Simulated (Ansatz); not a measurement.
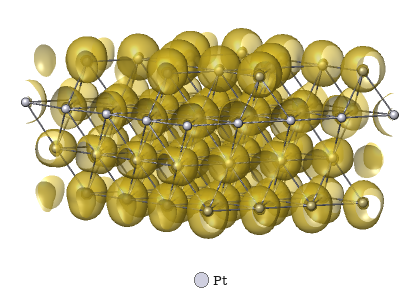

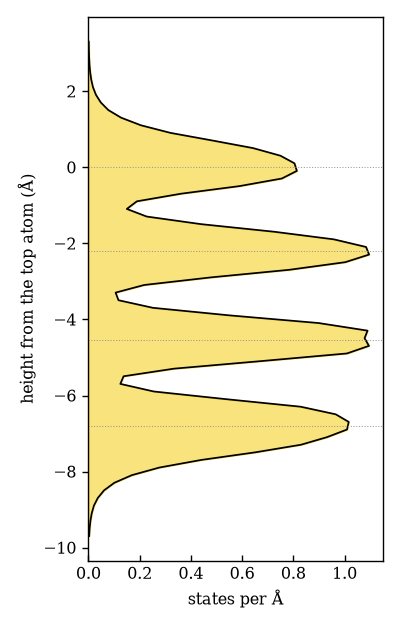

Density of all states between −0.50 and −0.25 eV (zero: the Fermi level) of Pt(111) (Fm-3m bulk, 4 atomic planes (those closer than 0.6 Å count as one), 7 Å) with one Pt vacancy in a 2 × 2 cell: yellow isosurface at 1.7 × 10⁻² e/Å³, seen from the side, and the full density summed over planes, the part near the nuclei included (dotted lines mark the atomic planes).

The first picture shows the smooth PAW orbitals' density alone, which lacks about 29 % of these states' charge, near the nuclei; the shares below count all of it.

Computed with Ansatz, DFT PBE, scalar-relativistic, plane waves, PAW. Cutoff 420 eV, 12 × 12 k-points, Gaussian smearing 0.1 eV, dipole correction. The slab is a cut without reconstruction beyond its cell, at the source's lattice constants, with its lower half held fixed and the rest relaxed. The defects repeat every 5.5 Å and interact, so states at the Fermi level and the work function belong to this dense array. No spin polarisation. Spin–orbit coupling is left out; with Pt it can shift levels and gaps. The run couldn't confirm all of its levels under its output density. The run warns that the functional's potential is rough in the thin density of the vacuum, where the tip is; weak contrasts and barriers may feel it.

The calculation's input:

```yaml
crystal:
  lattice:
    - [5.53777746, 0.0, 0.0]
    - [-2.76888874, 4.79585596, 0.0]
    - [0.0, 0.0, 23.7823646699]
  atoms:
    - { symbol: Pt, position: [0.3333333336, 0.166666667, 0.3574076892] }
    - { symbol: Pt, position: [0.333333334, 0.6666666667, 0.3574076892] }
    - { symbol: Pt, position: [0.8333333339, 0.1666666676, 0.3574076892] }
    - { symbol: Pt, position: [0.8333333342, 0.6666666673, 0.3574076892] }
    - { symbol: Pt, position: [0.166666667, 0.3333333334, 0.4524692332] }
    - { symbol: Pt, position: [0.1666666673, 0.8333333331, 0.4524692332] }
    - { symbol: Pt, position: [0.6666666672, 0.333333334, 0.4524692332] }
    - { symbol: Pt, position: [0.6666666676, 0.8333333337, 0.4524692332] }
    - { symbol: Pt, position: [0.0051741686, 0.0025870843, 0.5504374319] }
    - { symbol: Pt, position: [3.0e-10, 0.4999999997, 0.5488553112] }
    - { symbol: Pt, position: [0.497412916, 0.0025870849, 0.5504374319] }
    - { symbol: Pt, position: [0.4974129163, 0.4948258318, 0.5504374319] }
    - { symbol: Pt, position: [0.3328593008, 0.6664296502, 0.6430320744] }
    - { symbol: Pt, position: [0.8335703504, 0.1671407007, 0.6430320744] }
    - { symbol: Pt, position: [0.8335703508, 0.6664296508, 0.6430320744] }
basis:
  ecutwfc: 420.0
  fft_grid_basis: typed
kpoints:
  mp_grid: { grid: [12, 12, 1] }
hamiltonian:
  xc: pbe
  pseudopotentials: { kind: paw }
scf:
  occupations: { method: gaussian, width: 0.1 }
output:
  forces: true
  eigenvalues: true
  band_densities:
    - { e_range: [-2.0, -1.0] }
    - { e_range: [-1.0, -0.5] }
    - { e_range: [-0.5, -0.25] }
    - { e_range: [-0.25, 0.0] }
    - { e_range: [0.0, 0.25] }
    - { e_range: [0.25, 0.5] }
    - { e_range: [0.5, 1.0] }
    - { e_range: [1.0, 1.5] }
  band_residual_tolerance: 1.0e-05
  write_potential: true
  elf: true
  write_density: true
  volumetric_format: npy
efield:
  axis: 3
  dipole_correction: true
  ramp_width: 0.04
checkpoint:
  read: start.run
  write: ck
  compress: false
  write_wavefunctions: false
  write_every: 100000
```

Command:

```sh
ansatz run input.yaml --threads 4 --pin off --max-ram 8847MiB --backend cpu --events-out ev --progress --plain --runs-dir out
```

Cost without the relaxation before it: 78 s on 4 threads of Arm Neoverse V2, with other jobs on the host, peak memory 2.9 GiB.

Question: How is this energy window spread over the atomic planes?

Answer: The window holds 5.8 states per cell. Shares by plane (space cut midway between planes), top to bottom: Pt (3 atoms) 22 %, Pt (4 atoms) 25 %, Pt (4 atoms) 25 %, Pt (4 atoms) 28 %; the outer planes' shares include the vacuum, and density in a gap between layers is shared out between the planes on either side. The states spread through the slab.
